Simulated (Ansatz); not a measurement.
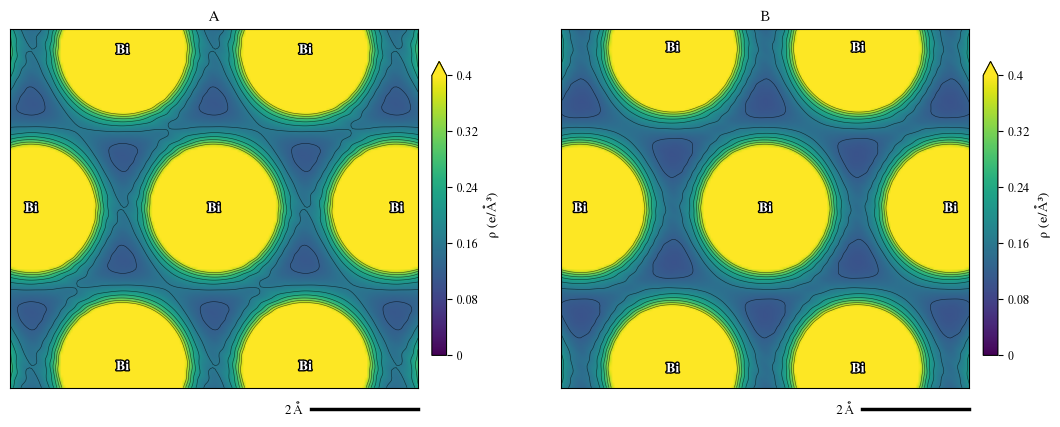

Bi. The valence electron density of two cells that differ in size, on the (001) plane of each (indices in the axes of the calculation cell), at one length scale and on one colour scale; one has 28.3 and the other 29.5 Å³ an atom.

Level of theory: Ansatz 0.2.0, DFT, LDA (PW92), plane waves (420 eV) with PAW, scalar-relativistic.

The density is the valence pseudo-density of a PAW calculation; it isn't the true density close to the nuclei.

The larger cell:

```yaml
crystal:
  lattice:
    - [3.44334, 0.00000, 0.00000]
    - [-1.72167, 2.98202, 0.00000]
    - [0.00000, 0.00000, 11.47525]
  atoms:
    - { symbol: Bi, position: [0.00000, 0.00000, 0.00000] }
    - { symbol: Bi, position: [0.00000, 0.00000, 0.50000] }
    - { symbol: Bi, position: [0.33333, 0.66667, 0.25000] }
    - { symbol: Bi, position: [0.66667, 0.33333, 0.75000] }
```

The smaller cell: a = 3.397 Å, b = 3.397 Å, c = 11.320 Å, α = 90.00°, β = 90.00°, γ = 120.00°.

### Which panel shows the smaller cell, and what does the compression change?

Panel A is the smaller cell, by 4 % in volume. From the larger cell to the smaller, Bi–Bi goes from 3.44 to 3.40 Å, and the density at its midpoint from 0.14 to 0.16 e/Å³; the pressure goes from −0.2 to 2.7 GPa.
